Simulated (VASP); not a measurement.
**GW on ZnSe (Stilleite)**

Wanted: how far GW moves the Kohn-Sham levels of ZnSe (Stilleite). The cell is of the zinc-blende type, one of the forms listed for this formula. The start is a cell from a database of measured crystal structures.

Method: PBE; plane waves and PAW (Zn_GW, Se_GW), in the first sound run; inputs show where later runs differ, in VASP 6.6.1.

**1. Starting point**

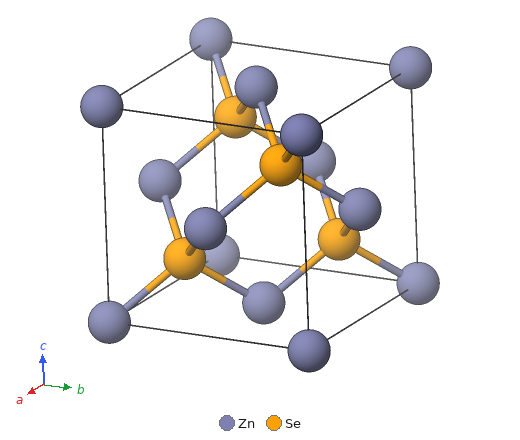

The starting structure, seen slightly off an axis (zinc blue, selenium orange). This picture shows the conventional cell, with its axes. Bonds to atoms that aren't drawn are left out. Some periodic images of atoms are drawn too.

**2. Empty bands, functional PBE**

ALGO = Exact makes the empty bands from the converged ground state in one step. LOPTICS writes the k-derivatives of the orbitals (WAVEDER), which give the long-wavelength limit of the screening.

INCAR reads:

```
SYSTEM = ZnSe
PREC = Accurate
ENCUT = 350
ISMEAR = 0
SIGMA = 0.01
LREAL = .FALSE.
GGA = PE
NBANDS = 296
ALGO = Exact
NELM = 1
LWAVE = .TRUE.
LCHARG = .FALSE.
LOPTICS = .TRUE.
NEDOS = 1000
CSHIFT = 0.1
```

POSCAR reads:

```
ZnSe
1.0
    0.0000000000      2.8338000000      2.8338000000
    2.8338000000      0.0000000000      2.8338000000
    2.8338000000      2.8338000000      0.0000000000
Zn Se
1 1
Direct
    0.0000000000      0.0000000000      0.0000000000
    0.2500000000      0.2500000000      0.2500000000
```

KPOINTS reads:

```
Automatic mesh
0
Gamma
6 6 6
0 0 0
```

The projector-augmented-wave data sets are Zn_GW and Se_GW (PBE family, release 64).

Launch:

```
$ mpirun -np 8 vasp_std
```

The log of the run:

```text
[banner, memory and clock lines left out]
running    8 mpi-ranks, on    1 nodes
 distrk:  each k-point on    8 cores,    1 groups
 distr:  one band on    1 cores,    8 groups

 POSCAR found type information on POSCAR ZnSe
 POSCAR found :  2 types and       2 ions
|                                                                             |
|           W    W    AA    RRRRR   N    N  II  N    N   GGGG   !!!           |
|           W    W   A  A   R    R  NN   N  II  NN   N  G    G  !!!           |
|           W    W  A    A  R    R  N N  N  II  N N  N  G       !!!           |
|           W WW W  AAAAAA  RRRRR   N  N N  II  N  N N  G  GGG   !            |
|           WW  WW  A    A  R   R   N   NN  II  N   NN  G    G                |
|           W    W  A    A  R    R  N    N  II  N    N   GGGG   !!!           |
|                                                                             |
|     For optimal performance we recommend to set                             |
|       NCORE = 2 up to number-of-cores-per-socket                            |
|     NCORE specifies how many cores store one orbital (NPAR=cpu/NCORE).      |
|     This setting can greatly improve the performance of VASP for DFT.       |
|     The default, NCORE=1 might be grossly inefficient on modern             |
|     multi-core architectures or massively parallel machines. Do your        |
|     Unfortunately you need to use the default for GW and RPA                |
|     calculations (for HF NCORE is supported but not extensively tested      |
|     yet).                                                                   |
|                                                                             |

 LDA part: xc-table for (Slater+PW92), standard interpolation
 found WAVECAR, reading the header
  number of bands has changed, file:    15 present:   296
  trying to continue reading WAVECAR, but it might fail
 POSCAR, INCAR and KPOINTS ok, starting setup
 FFT: planning ... GRIDC
 FFT: planning ... GRID_SOFT
 FFT: planning ... GRID
 reading WAVECAR
 random initialization beyond band           15
 the WAVECAR file was read successfully
 initial charge from wavefunction
 entering main loop
       N       E                     dE             d eps       ncg     rms          rms(c)
DIA:   1    -0.601700289677E+01   -0.60170E+01    0.00000E+00     0   0.000E+00
   1 F= -.60170029E+01 E0= -.60170029E+01  d E =-.408395-162
 writing wavefunctions
 optical routines
 imaginary and real dielectric function
 recalculating local potential from charge density
 direction            1
 direction            2
 direction            3
```

Elapsed: 4 s, on 8 MPI ranks of AMD EPYC 9R45, shared host; peak memory 0.99 GiB.

Lines that name or quote the potential files are left out of all logs, and their timing lines are given in words.

From OUTCAR (step 2):

```text
ion  position               nearest neighbor table
   1  0.000  0.000  0.000-   2 2.45   2 2.45   2 2.45   2 2.45
   2  0.250  0.250  0.250-   1 2.45   1 2.45   1 2.45   1 2.45

  LATTYP: Found a face centered cubic cell.
 ALAT       =     5.6676000000

 Subroutine GETGRP returns: Found 24 space group operations
 (whereof 24 operations were pure point group operations)

The static configuration has the point symmetry T_d .

 Found     16 irreducible k-points:

   k-points           NKPTS =     16   k-points in BZ     NKDIM =     16   number of bands    NBANDS=    296

   dimension x,y,z NGX =    24 NGY =   24 NGZ =   24
   dimension x,y,z NGXF=    48 NGYF=   48 NGZF=   48

   ENCUT  =  350.0 eV  25.72 Ry    5.07 a.u.   6.11  6.11  6.11*2*pi/ulx,y,z

   NELECT =      18.0000    total number of electrons

 k-points in reciprocal lattice and weights: Automatic mesh
   0.00000000  0.00000000  0.00000000       0.005
   0.16666667  0.00000000  0.00000000       0.037
   0.33333333  0.00000000  0.00000000       0.037
   0.50000000  0.00000000  0.00000000       0.019
   0.16666667  0.16666667  0.00000000       0.028
   0.33333333  0.16666667  0.00000000       0.111
   0.50000000  0.16666667  0.00000000       0.111
  -0.33333333  0.16666667  0.00000000       0.111
  -0.16666667  0.16666667  0.00000000       0.056
[...]
-0.33333333  0.33333333  0.16666667       0.111
  -0.33333333  0.50000000  0.16666667       0.056

 average (electrostatic) potential at core
       1 -65.3317       2 -54.9362

 E-fermi :   2.8394

 k-point     1 :       0.0000    0.0000    0.0000
  band No.  band energies     occupation
    ...
      5      -3.5234      2.00000
      6      -3.5234      2.00000
      7       2.6485      2.00000
      8       2.6485      2.00000
      9       2.6485      2.00000
     10       3.9253      0.00000
     11       8.4461      0.00000
     12       8.4461      0.00000
     13       8.4461      0.00000
     14      12.5718      0.00000
    ...

 k-point     2 :       0.1667    0.0000    0.0000
  band No.  band energies     occupation
    ...
      5      -3.5251      2.00000
      6      -3.5251      2.00000
      7       0.7414      2.00000
      8       2.3958      2.00000
      9       2.3959      2.00000
     10       5.1895      0.00000
     11       8.5157      0.00000
     12       8.8478      0.00000
     13       8.8479      0.00000
     14      13.1028      0.00000
    ...

 k-point     3 :       0.3333    0.0000    0.0000
  band No.  band energies     occupation
    ...
      5      -3.5166      2.00000
      6      -3.5166      2.00000
      7      -1.4092      2.00000
      8       1.9681      2.00000
      9       1.9681      2.00000
     10       5.3204      0.00000
     11       9.1198      0.00000
     12       9.1198      0.00000
     13      10.2109      0.00000
     14      13.0628      0.00000
    ...

  Total        0.5956423      0.5956423      0.5956423      0.0000000      0.0000000     -0.0000000
  in kB       20.9680736     20.9680736     20.9680736      0.0000000      0.0000000     -0.0000000
  external PRESSURE =      20.9680736 kB  Pullay stress =       0.0000000 kB

  energy-cutoff  :      350.00
  volume of cell :       45.51
      direct lattice vectors                 reciprocal lattice vectors
     0.000000000  2.833800000  2.833800000    -0.176441527  0.176441527  0.176441527
     2.833800000  0.000000000  2.833800000     0.176441527 -0.176441527  0.176441527
     2.833800000  2.833800000  0.000000000     0.176441527  0.176441527 -0.176441527

 POSITION                                       TOTAL-FORCE (eV/Angst)
 -----------------------------------------------------------------------------------
      0.00000      0.00000      0.00000        -0.000000     -0.000000     -0.000000
      1.41690      1.41690      1.41690         0.000000      0.000000      0.000000
 -----------------------------------------------------------------------------------
    total drift:                               -0.000001     -0.000001      0.000000

  FREE ENERGIE OF THE ION-ELECTRON SYSTEM (eV)
  ---------------------------------------------------
  free  energy   TOTEN  =        -6.0170028968 eV

  energy  without entropy=       -6.0170028968  energy(sigma->0) =       -6.01700290

 plasma frequency squared (from intraband transitions) (eV^2)
  --------------------------------------------------------------------------------------
       0.000       0.000      -0.000
       0.000       0.000       0.000
      -0.000       0.000       0.000

[... 3 further parts left out ...]
```

WAVECAR now holds 296 bands for 18 electrons. Its independent-particle dielectric tensor has xx, yy, zz = 9.4, 9.4, 9.4 on this mesh, which isn't tested for convergence in mesh or bands and lacks local fields.

[end of part 1 of 6]

[Lines on the potential files, build, host, timing and source positions are cut from VASP's logs without a mark.]

[Logs are printed without paths, hosts, clocks, repeated set-up lines and the standing remarks that a program may print on its own settings, such as how far it seeks lower states.]

[Hosts, paths, dates, database ids (printed as entryN), source tags and the programs' standing remarks are cut or masked in the printed files.]

[Pressures printed for these runs are not shown converged in the cutoff: they can be off by several GPa and have the wrong sign.]
